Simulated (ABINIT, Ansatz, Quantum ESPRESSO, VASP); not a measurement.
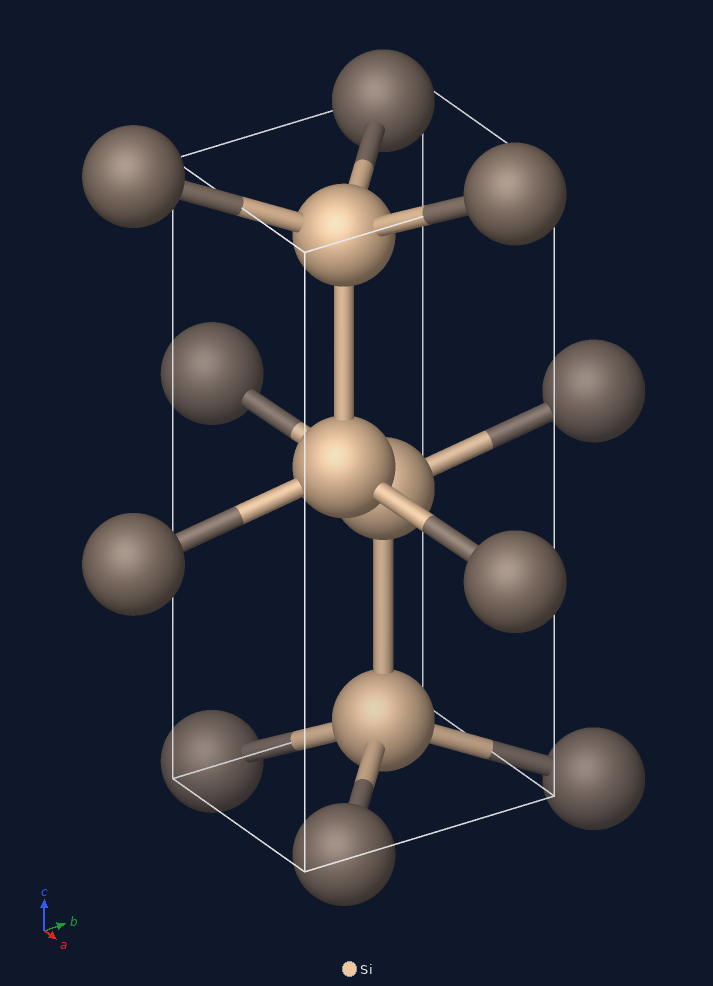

Si, hexagonal diamond (lonsdaleite type), space group P6₃/mmc (No. 194), a = 3.831 Å, b = 3.831 Å, c = 6.333 Å, α = 90.00°, β = 90.00°, γ = 120.00° (20.13 Å³/atom). Ball-and-stick representation of a periodic structure, projected slightly off an axis. Thin lines show the conventional unit cell, with boundary atoms drawn in all their periodic places. Periodic images bonded to atoms of the box are shown as well, in fainter colours. The cell is a structure listed in the Materials Project. This isn't the form of Si at room conditions, which is diamond.

The cell was scaled uniformly, at fixed shape and fractional positions, in four programs or potential sets. Alike in all runs: functional PBE; k mesh 8 × 8 × 4 on the run's cell of 4 atoms; occupations fermi-dirac, width 0.05 eV; no spin polarisation; no spin-orbit coupling.

Energies from VASP (PBE potentials, release 64 Si):

```tsv
volume (Å³/atom)	E − E(lowest point) (meV/atom)
18.918	35.27
19.321	18.21
19.723	7.03
20.126	1.13
20.528	0.00
20.931	3.16
21.333	10.19
```

Q: What equilibrium volume and bulk modulus do these points give?

A: V0 = 20.43 Å³/atom, B0 = 88.9 GPa and B0′ = 4.3. V0 lies 1.5 % above the volume of the cell as given.

The same fit in all programs:

| program | V0 (Å³/atom) | B0 (GPa) | B0′ |
| --- | --- | --- | --- |
| VASP (PBE potentials, release 64 Si) | 20.43 | 88.9 | 4.3 |
| Quantum ESPRESSO (SSSP 1.3 efficiency) | 20.44 | 88.8 | 4.3 |
| Ansatz (Ansatz PAW soft_1) | 20.44 | 88.9 | 4.3 |
| ABINIT (JTH PAW PBE v2.0) | ? | ? | ? |

Q: Estimate the row of ABINIT (JTH PAW PBE v2.0).

A: V0 = 20.42 Å³/atom, B0 = 88.7 GPa and B0′ = 4.3. The other rows span 20.43 to 20.44 Å³/atom and 88.8 to 88.9 GPa.

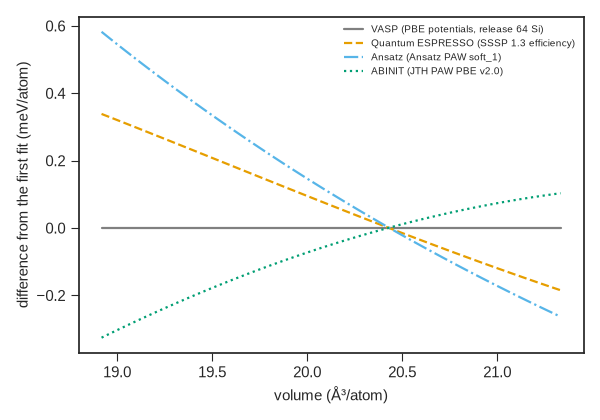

Each fitted curve, counted from its own minimum, less that of VASP (PBE potentials, release 64 Si). With one functional throughout, the spread comes from potentials, basis sets and numerical settings; B0′ is uncertain by a few tenths over so narrow a range.

Caveat: the cell was scaled at fixed shape and fractional positions, which overstates the stiffness of a crystal with free parameters, most of all of layers and chains.
